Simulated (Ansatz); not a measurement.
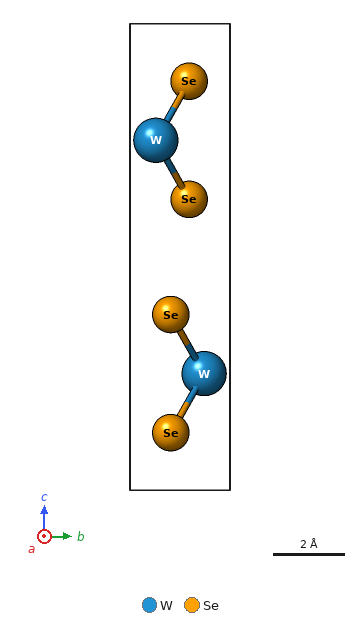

*The structure (ball-and-stick view of the cell of the calculation, along the a axis). An atom can appear more than once, as a periodic image.*

Near neighbours in the periodic cell (some may lie outside the picture): W has 6 Se at 2.52 Å; Se has 3 W at 2.52 Å.

# Single-point calculation of WSe2

The run: single-point calculation of WSe2 (6 atoms in the cell). Method and program: DFT, PBEsol, plane waves, PAW, spin-polarised (Ansatz 0.2.0).

The structure derives from an entry of the Crystallography Open Database. Some settings of this run were made unusual or wrong on purpose.

### The input
```yaml
crystal:
  lattice:
    - [3.2711504299, 0.0, 0.0]
    - [-1.6355752149, 2.8328993719, 0.0]
    - [0.0, 0.0, 13.2206659015]
  atoms:
    - { symbol: W, position: [0.4356234996, 0.7415482655, 0.25] }
    - { symbol: W, position: [0.5643765004, 0.2584517345, 0.75] }
    - { symbol: Se, position: [0.2312522838, 0.5919381519, 0.623386149] }
    - { symbol: Se, position: [0.7687477162, 0.4080618481, 0.123386149] }
    - { symbol: Se, position: [0.2312522838, 0.5919381519, 0.876613851] }
    - { symbol: Se, position: [0.7687477162, 0.4080618481, 0.376613851] }
basis:
  ecutwfc: 420
kpoints:
  mp_grid: { grid: [12, 12, 2] }
hamiltonian:
  xc: pbesol
scf:
  occupations: { method: gaussian, width: 0.05 }
  max_iter: 100
output:
  forces: true
  eigenvalues: true
  stress: true
magnetization:
  spin_polarized: true
  initial_magnetization: 15
```

Machine: 2 threads of Arm Neoverse V1, 24 GiB of memory available, shared host.

Run as:
```bash
ansatz run input.yaml --threads 2 --pin off --max-ram 5120MiB --backend cpu --events-out ev --progress --plain --runs-dir out
```

### Log
```
Warning: where an SCF of this run starts from atoms to list the orders of its open shells, Se (sites 2, 3, 4, 5, from 0) starts with 2.00 μB on its 4p shell, in the place of the 2.50 μB that the deck gives it: its open shells can hold no more by Hund's first rule. To start from spheres of the given moment, type scf.initial_density.shell_occupations: []
Engine: ansatz 0.2.0, aarch64-unknown-linux-gnu
Pseudopotentials: kind: paw
Pseudopotential: W, paw, valence charge 14, recommended cutoff 420 eV (normal), W.paw.azcp
Pseudopotential: Se, paw, valence charge 16, recommended cutoff 420 eV (normal), Se.paw.azcp
Functional definition: PBEsol
  exchange = pbesol_x
  correlation = pbesol_c
Crystal: 6 atoms, lattice volume = 122.514 Å³
Basis set: ecut = 420 eV, 2457 PW (Γ), exchange–correlation on 48×48×180 points (8 copies of the dense FFT grid, shifted against one another)
Bands: 65, of which v1, the nominal top of the filled ones, is band 46 counted from 1 (45 counted from 0)
Symmetry: 4 space group operations
Space group: P21/m (ITA 11), of the structure as read, at distance tolerance 5.0e-5 Å
Magnetic group: BNS 11.50 (UNI 57), of the structure as read, at distance tolerance 5.0e-5 Å
k-points: 148 of 288
Non-local potential: W, projectors of the file, l = 0: 3, l = 1: 2, l = 2: 2, l = 3: 1
Non-local potential: Se, projectors of the file, l = 0: 2, l = 1: 2, l = 2: 3, l = 3: 1
PAW form: soft (Blöchl's): semilocal exchange-correlation on the pseudo side does not see the compensation charge
PAW frozen core: W, regenerated for the run's functional, and the local potential with it (the file was generated under x = pbe(κ = 0.804, μ = 0.2195149727645171), c = pbe(β = 0.06672455060314922))
PAW frozen core: Se, regenerated for the run's functional, and the local potential with it (the file was generated under x = pbe(κ = 0.804, μ = 0.2195149727645171), c = pbe(β = 0.06672455060314922))
PAW one-centre angular grid: W, 590 points (default); XC on 64 Gauss nodes
PAW one-centre angular grid: Se, 590 points (default); XC on 64 Gauss nodes
Initial density: superposition of atomic densities (chi_scale 0.1, normalization cell)
Starting moments: Σ|m| = 15 μB on 6 of 6 sites
Initial wavefunctions: pseudopotential atomic-orbital guess
Functional: x = pbesol(κ = 0.804, μ = 0.12345679012345678), c = pbesol(β = 0.046)
SCF iter   1: F=—  HF=-42182.402189 eV  |F-HF|=—  |Δ(HF+E_count)|=         —  Δρ=4.00e-2 (↑4.00e-2 ↓2.02e-2)  dr2=3.65e0  dr2_m=9.08e-1  M=15.000 μB ∫|m|=15.202 μB  β_m=0.30  ethr=3.10e-3  ⟨swp⟩=6.3  Hψ=74846  notcnv=0  defer=116
Mixer restart at iter 1: flushing history
preconditioner: auto → Kerker (q_TF=auto, 2.601 Å⁻¹)  [metal: Δε(μ)=0.001 eV  Ē_g=11.527 eV  σ=0.050 eV  W_gap=0.02  n_scr=40 (ndim 8)  ℏωp=20.1 eV  f_vac=0.039  D(μ)=4.03/eV (n_scr^D=40)]
spin=Collinear: Kerker preconditioning applied to the charge; magnetization (m = ρ↑ − ρ↓) channel mixes plain (no charge-response kernel on spin).
SCF iter   2: F=—  HF=-42213.431802 eV  |F-HF|=—  |Δ(HF+E_count)|=         —  Δρ=7.81e-2 (↑7.81e-2 ↓7.58e-2)  dr2=2.54e0  dr2_m=6.36e0  M=0.000 μB ∫|m|=0.380 μB  β_m=0.30  ethr=3.10e-3  ⟨swp⟩=2.0  Hψ=25388  notcnv=0  defer=2024
Mixer restart at iter 2: flushing history
preconditioner: auto → Resta (q_TF=auto, 2.601 Å⁻¹)  ε∞=3.9  [insulator: Δε(μ)=0.202 eV  Ē_g=11.858 eV  σ=0.050 eV  W_gap=1.00  n_scr=40 (ndim 8)  ℏωp=20.1 eV  f_vac=0.032  D(μ)=0.00/eV (n_scr^D=0)  ε∞_Penn≈3.9]
spin=Collinear: Resta preconditioning applied to the charge; magnetization (m = ρ↑ − ρ↓) channel mixes plain (no charge-response kernel on spin).
SCF iter   3: F=—  HF=-42213.131864 eV  |F-HF|=—  |Δ(HF+E_count)|=   3.00e-1  Δρ=5.50e-2 (↑5.50e-2 ↓5.28e-2)  dr2=1.07e0  dr2_m=3.10e0  M=0.000 μB ∫|m|=0.268 μB  β_m=0.63  ethr=2.76e-3  ⟨swp⟩=2.0  Hψ=22455  notcnv=0  defer=2094
SCF iter   4: F=—  HF=-42213.472504 eV  |F-HF|=—  |Δ(HF+E_count)|=   3.41e-1  Δρ=3.99e-3 (↑3.99e-3 ↓3.15e-3)  dr2=6.23e-2  dr2_m=4.65e-3  M=0.000 μB ∫|m|=0.040 μB  β_m=0.80  ethr=1.16e-3  ⟨swp⟩=2.4  Hψ=33164  notcnv=0  defer=2107
SCF iter   5: F=—  HF=-42213.486989 eV  |F-HF|=—  |Δ(HF+E_count)|=   1.45e-2  Δρ=6.56e-4 (↑6.36e-4 ↓6.56e-4)  dr2=3.12e-3  dr2_m=4.36e-5  M=0.000 μB ∫|m|=0.009 μB  β_m=0.88  ethr=6.77e-5  ⟨swp⟩=2.0  Hψ=28077  notcnv=0  defer=2478
SCF iter   6: F=—  HF=-42213.488400 eV  |F-HF|=—  |Δ(HF+E_count)|=   1.41e-3  Δρ=2.43e-4 (↑2.43e-4 ↓2.28e-4)  dr2=4.82e-4  dr2_m=2.80e-6  M=0.000 μB ∫|m|=0.002 μB  β_m=0.89  ethr=3.39e-6  ⟨swp⟩=2.0  Hψ=32978  notcnv=0  defer=2474
SCF iter   7: F=—  HF=-42213.488514 eV  |F-HF|=—  |Δ(HF+E_count)|=   1.13e-4  Δρ=1.07e-4 (↑1.05e-4 ↓1.07e-4)  dr2=1.05e-4  dr2_m=1.16e-7  M=0.000 μB ∫|m|=0.000 μB  β_m=0.83  ethr=5.24e-7  ⟨swp⟩=2.0  Hψ=32264  notcnv=0  defer=2474
SCF iter   8: F=—  HF=-42213.488510 eV  |F-HF|=—  |Δ(HF+E_count)|=   3.21e-6  Δρ=4.49e-5 (↑4.16e-5 ↓4.49e-5)  dr2=1.44e-5  dr2_m=1.54e-8  M=0.000 μB ∫|m|=0.000 μB  β_m=0.92  ethr=1.14e-7  ⟨swp⟩=2.0  Hψ=32264  notcnv=0  defer=2478
SCF iter   9: F=—  HF=-42213.488524 eV  |F-HF|=—  |Δ(HF+E_count)|=   1.37e-5  Δρ=1.40e-5 (↑1.21e-5 ↓1.40e-5)  dr2=1.24e-6  dr2_m=5.01e-9  M=0.000 μB ∫|m|=0.000 μB  β_m=0.96  ethr=1.57e-8  ⟨swp⟩=2.0  Hψ=23731  notcnv=0  defer=2490
SCF iter  10: F=—  HF=-42213.488525 eV  |F-HF|=—  |Δ(HF+E_count)|=   1.43e-6  Δρ=3.35e-6 (↑3.35e-6 ↓2.84e-6)  dr2=8.94e-8  dr2_m=2.92e-10  M=0.000 μB ∫|m|=0.000 μB  β_m=0.98  ethr=1.34e-9  ⟨swp⟩=2.0  Hψ=24568  notcnv=0  defer=2500
SCF iter  11: F=—  HF=-42213.488525 eV  |F-HF|=—  |Δ(HF+E_count)|=   7.58e-8  Δρ=5.08e-7 (↑5.07e-7 ↓5.08e-7)  dr2=1.41e-9  dr2_m=1.98e-12  M=0.000 μB ∫|m|=0.000 μB  β_m=0.99  ethr=9.72e-11  ⟨swp⟩=2.0  Hψ=23860  notcnv=0  defer=2501
SCF iter  12: F=-42213.488525 eV  HF=-42213.488525 eV  |F-HF|=1.09e-10  |Δ(HF+E_count)|=   2.79e-9  Δρ=1.46e-7 (↑1.46e-7 ↓1.34e-7)  dr2=2.24e-10  dr2_m=1.00e-13  M=0.000 μB ∫|m|=0.000 μB  ethr=1.53e-12  ⟨swp⟩=8.6  Hψ=77209  notcnv=0
SCF 1 converged in 12 iterations: F = -42213.488525 eV  dr2 = 2.24e-10
  greatest PAW one-centre occupation: 1.000 electrons in one spin orbital (limit 2), on the Se atom at site 5 (counted from 0), in its partial waves of l = 2
```

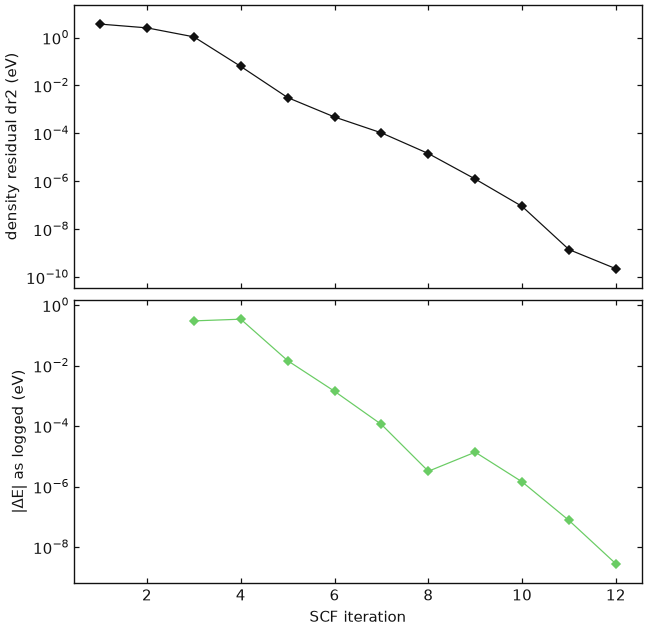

*Convergence of the self-consistent field: density residual dr2 and size of the energy change against the SCF iteration.*

The residual falls at every step.

```
WARN: the starting moments were not kept: the SCF closed with an absolute magnetisation of 6.0e-7 μB, where they sum to 15 μB in size (6 sites). That is at most 0.1 of that sum. Measured as dr2_m measures the in/out step, that magnetisation stands 1.6e-14 eV from none, at or under the dr2_threshold of 1.0e-7 eV: it is no larger than a step whose dr2_m would equal this threshold. The system may hold no moment; this SCF shows only that its start led to no more than that. To try another start: raise the starting moments (crystal.atoms[].spin, magnetization.per_species, magnetization.initial_magnetization, or on a non-collinear deck that types none of these the spinor_matrix: blocks that start its atoms; where the total moment is fixed, keep their sum and leave initial_magnetization as it is; typed ones take the place of any that the run laid by itself, positive ones on a crystal's lanthanoids without a Hubbard term where scf.initial_density.shell_occupations: [] is typed) or, if the notice of its spin-set hold's release reads "site moments contracting" or "site moments show no strong build", lengthen the hold (scf.mixing.spin_hold: { on: { confirm: 4 } }; for m-r²SCAN on two components see the key's manual first). Each may lead to a state that holds a moment. A second SCF, from the converged charge density, with the starting moments and any scf.initial_density.shell_occupations laid on it anew, would have followed, and was not run: the deck does not ask for one (magnetization.retry_lost_moments is false, the default). To let it run, set magnetization.retry_lost_moments: true and run the deck again, where that key's refused combinations let it; where memory then withholds it, that run's warning says so.
SCF converged after 12 iterations
Magnetization: 0.0000 μB (46.0000 up, 46.0000 down)
Absolute magnetization: 0.0000 μB (∫|ρ↑−ρ↓|, with the PAW one-centre terms)
Spin contamination: 0.0000 ħ² per cell (⟨S²⟩ above its minimum at these occupations)
Per-site moments (μB) at R_I (Å): [(9.348064766215734e-8, 1.04087220557292), (9.348064752885033e-8, 1.0408722055729198), (-6.20237149374963e-8, 1.04087220557292), (-6.202371479301686e-8, 1.04087220557292), (-6.202371494156559e-8, 1.0408722055729198), (-6.202371488261559e-8, 1.04087220557292)]
Free energy (F): -42213.488525 eV
Harris-Foulkes:  -42213.488525 eV  (|F-HF|=1.09e-10)
Internal energy: -42213.488525 eV  (E = F + TS)
E sigma→0 (E₀):  -42213.488525 eV
Fermi energy:    13.112623 eV
--- Per-component energies (eV) ---
  E_band       = -1709.399019
  E_kinetic    = 1380.408913
  E_local      = -11759.904368  (includes V_loc(G=0)·N_el)
  E_nonlocal   = -2362.024593
  E_hartree    = 5645.196664
  E_xc         = -946.405825
  E_vxc        = -873.142015  (∫ρ·V_xc dr)
  E_paw        = -24344.616203  (= ΣΔE_a)
  E_vpaw       = 614.871792  (= ΣTr[D̂ρ^β])
  E_aug_tail   = -0.002556  (compensation charges beyond the density's cutoff)
  E_ewald      = -9830.617944
  E_core_change = 4.477386  (= ΣΔE_core)
  E_smearing   = -0.000000  (= −TS)
  E_closure    = -0.000000  (closes the sum)
  Σ components = -42213.488525   (vs F -42213.488525, Δ=0.00e0)
--- Forces (eV/Å), atoms counted from 1 ---
  atom   1  W     -0.05913067    -0.04479844     0.00000000
  atom   2  W      0.05913067     0.04479844     0.00000000
  atom   3  Se     0.03586621     0.01787157     0.05024738
  atom   4  Se    -0.03586621    -0.01787157     0.05024738
  atom   5  Se     0.03586621     0.01787157    -0.05024738
  atom   6  Se    -0.03586621    -0.01787157    -0.05024738
  max |Σ_I F_I| component: 1.39e-17 eV/Å
--- Stress (GPa, compression-positive) ---
        0.135648      -0.015177       0.000000
       -0.015177       0.043512       0.000000
        0.000000       0.000000       0.686436
  P = ⅓ Tr σ = 0.2885 GPa (2.885 kbar)
--- Band table (eV; the first three rows and the last of 296) ---
  k-point 0 ↑: bands = ["-61.5152", "-61.5152", "-35.1870", "-35.1870", "-35.1865", "-35.1864", "-35.1864", "-35.1864", "-35.1859", "-35.1859", "-35.1584", "-35.1581", "-35.1579", "-35.1578", "-35.1572", "-35.1569", "-35.1567", "-35.1567", "-35.1465", "-35.1461", "-35.1443", "-35.1439", "-25.8176", "-25.8176", "-25.6613", "-25.6613", "-25.6608", "-25.6608", "-2.6529", "-2.4492", "-1.4435", "-1.0961", "5.5272", "6.5035", "9.0453", "10.0149", "10.0218", "10.0286", "10.0336", "11.1681", "11.1806", "11.1857", "11.2019", "11.4282", "11.4815", "12.6081", "15.3450", "15.3644", "15.4537", "15.4590", "15.4957", "15.5817", "15.5912", "15.6790", "17.1540", "17.8472", "20.5227", "20.6359", "20.6793", "21.9182", "22.9376", "22.9626", "23.1705", "23.2601", "23.8535"]
  k-point 1 ↑: bands = ["-61.5152", "-61.5152", "-35.1870", "-35.1870", "-35.1865", "-35.1865", "-35.1864", "-35.1864", "-35.1859", "-35.1859", "-35.1583", "-35.1583", "-35.1579", "-35.1579", "-35.1570", "-35.1570", "-35.1567", "-35.1567", "-35.1463", "-35.1463", "-35.1441", "-35.1441", "-25.8176", "-25.8176", "-25.6613", "-25.6613", "-25.6608", "-25.6608", "-2.5632", "-2.5632", "-1.2596", "-1.2596", "5.9410", "5.9410", "9.9796", "9.9796", "10.0252", "10.0252", "10.0332", "10.0332", "11.1832", "11.1832", "11.1867", "11.1867", "12.3615", "12.3615", "15.3766", "15.3766", "15.4043", "15.4043", "15.5911", "15.5911", "15.6124", "15.6124", "17.5218", "17.5218", "20.5856", "20.5856", "21.1154", "21.1154", "23.0825", "23.0825", "23.0900", "23.0900", "24.0573"]
  k-point 2 ↑: bands = ["-61.5145", "-61.5145", "-35.1869", "-35.1869", "-35.1864", "-35.1864", "-35.1862", "-35.1862", "-35.1856", "-35.1856", "-35.1585", "-35.1582", "-35.1579", "-35.1579", "-35.1572", "-35.1570", "-35.1569", "-35.1568", "-35.1464", "-35.1460", "-35.1442", "-35.1438", "-25.8140", "-25.8140", "-25.6781", "-25.6781", "-25.6651", "-25.6650", "-2.5452", "-2.3413", "-1.3852", "-1.0452", "5.6641", "6.6429", "8.9477", "9.6939", "9.7110", "10.1204", "10.1394", "10.5889", "10.9824", "11.0218", "11.1094", "11.5068", "11.7454", "12.4704", "15.0275", "15.1081", "15.2493", "15.3369", "15.3766", "15.5315", "15.5426", "15.6425", "17.7800", "18.3904", "20.7498", "21.0869", "21.3520", "21.9599", "22.3952", "22.4792", "23.3321", "23.6233", "23.7276"]
  k-point 147 ↓: bands = ["-61.5039", "-61.5039", "-35.1873", "-35.1873", "-35.1861", "-35.1861", "-35.1817", "-35.1817", "-35.1813", "-35.1813", "-35.1596", "-35.1596", "-35.1592", "-35.1592", "-35.1587", "-35.1587", "-35.1573", "-35.1573", "-35.1441", "-35.1441", "-35.1416", "-35.1416", "-25.9113", "-25.9113", "-25.7646", "-25.7646", "-25.7199", "-25.7199", "-0.4883", "-0.4883", "-0.2406", "-0.2406", "5.8724", "5.8724", "7.0543", "7.0543", "8.1013", "8.1013", "9.3575", "9.3575", "10.1284", "10.1284", "11.3136", "11.3136", "11.5055", "11.5055", "14.8887", "14.8887", "15.2103", "15.2103", "16.0757", "16.0757", "16.7525", "16.7525", "16.9183", "16.9183", "19.3475", "19.3475", "20.2231", "20.2231", "20.8917", "20.8917", "23.0786", "23.0786", "23.4172"]
```

### What the run reported

| quantity | value |
| --- | --- |
| outcome | converged |
| space group (tolerance 0.01 Å) | P2₁/m (11) |
| electrons treated | 92 |
| free energy | −42213.4885 eV |
| Fermi energy | 13.113 eV |
| gap on the k-point mesh | 1.01 eV |
| net moment of the cell | 0.00 μB |
| integrated absolute moment | 0.00 μB |
| pressure | 0.29 GPa |
| largest force (length of the vector) | 0.074 eV/Å |
| wall time | 98 s (CPU time 3.2 min) |
| peak memory | 1.5 GiB |

### Remarks

A setting was made wrong on purpose: an impossible spin (`magnetization`). It did no harm here: the run converged to the energy of the sound run within 1 meV per atom. The program warns: some starting moments were not kept.
